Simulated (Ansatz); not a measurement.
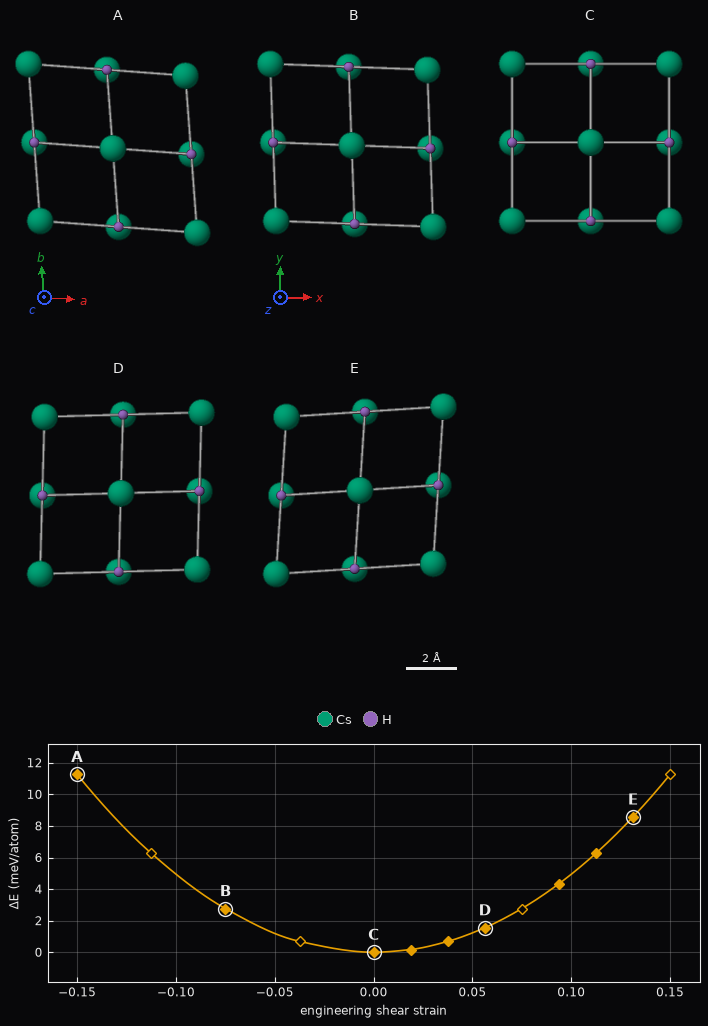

Energy scan for crystalline CsH (Fm-3m), in which the cell is strained in shear in the xy plane, with the atoms kept at their fractional coordinates. x, y and z are the Cartesian axes of the input. The lettered frames are marked on the plot. Hollow markers are points alike by symmetry, not computed again. A ball-and-stick model of the conventional cell (4 times the calculation's cell), seen along the c axis. Lengths and directions refer to the drawn axes.

Computed with Ansatz, DFT LDA, scalar-relativistic, plane waves, PAW. Set-up: plane-wave cutoff 420 eV; k-point mesh 8 × 8 × 8; occupations gaussian; smearing width 0.05 eV; no spin polarisation. Energies (free energies at the smearing named) are counted from the cell as listed in its source, which wasn't relaxed.

Question: Describe the profile.

Answer: The lowest computed point lies at the strain 0.00 (0.0 meV/atom). The unrelaxed reference is under a pressure of −1.3 GPa. The distortion takes the space group from Fm-3m to Immm. At the strain −0.15 the cell of the drawing goes a 6.376 → 6.394 Å, b 6.376 → 6.394 Å, γ 90.0° → 98.6°.

The computed points:

```
engineering shear strain  ΔE (meV/atom)
                 −0.1500           11.3
                 −0.1125            6.3
                 −0.0750            2.8
                 −0.0375            0.7
                  0.0000            0.0
                  0.0187            0.2
                  0.0375            0.7
                  0.0562            1.5
                  0.0750            2.8
                  0.0937            4.3
                  0.1125            6.3
                  0.1312            8.6
                  0.1500           11.3
```

Points that are alike by symmetry were computed once.
